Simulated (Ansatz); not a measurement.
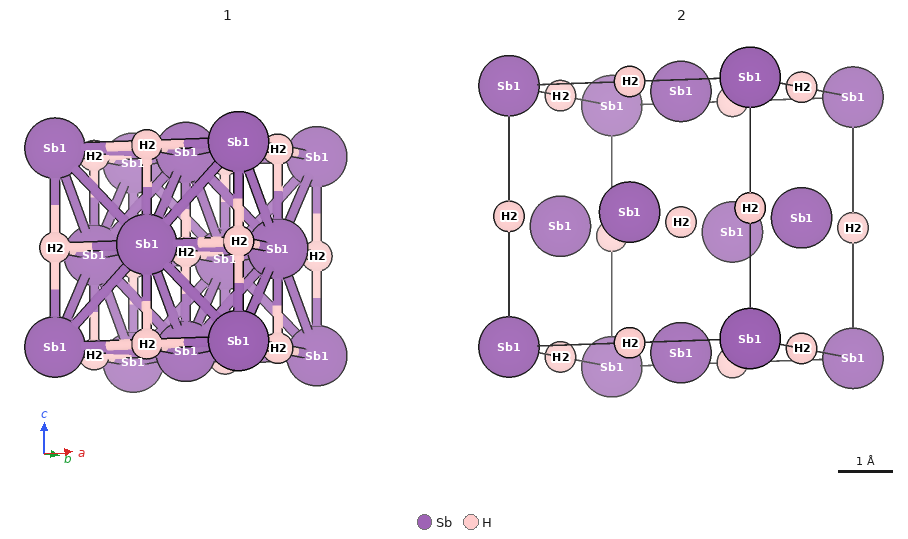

Two geometries of a crystal of SbH (a generated structure, set up in Fm-3m) (coarse preliminary run), drawn at one scale. One is the start of a relaxation, the other its converged end. The picture is a ball-and-stick view of the conventional cell (4 times the calculation's cell), seen from a free direction. Lengths and directions refer to the drawn axes.

Computed with Ansatz, DFT PBE, scalar-relativistic, plane waves, PAW. Settings: plane-wave cutoff 420 eV; k-point mesh 10 × 10 × 10; occupations gaussian; smearing width 0.1 eV; no spin polarisation; cell and atoms relaxed; force threshold 0.05 eV/Å; at most 60 steps.

**Which of the two is the end point?**

Structure 2 is the relaxed one. Case: V → Sb on all its sites, cell and atoms relaxed. The energy falls by 3853 meV per atom in 8 accepted moves (10 points after the start). All forces vanish by symmetry, so only the cell relaxes. Pressure: 308.77 GPa at the start and −0.34 GPa at the end. The SCF was repeated twice at an unchanged geometry on a basis and grid sized afresh for the cell, which shifted the energy by 172 meV per atom at most. No atom moves by more than 0.005 Å relative to the cell. The drawn cell changes as follows: a = b = c 3.754 → 4.932 Å (+31.4 %); the volume changes by +126.8 %. Some distances before and after: Sb1–Sb1 2.654 → 3.487 Å, Sb1–H2 1.877 → 2.466 Å. Bonds break: Sb1–H2 (1.88 → 2.47 Å), Sb1–Sb1 (2.65 → 3.49 Å). The space group stays Fm-3m (No. 225). The run took roughly 8 core-seconds on a shared host.
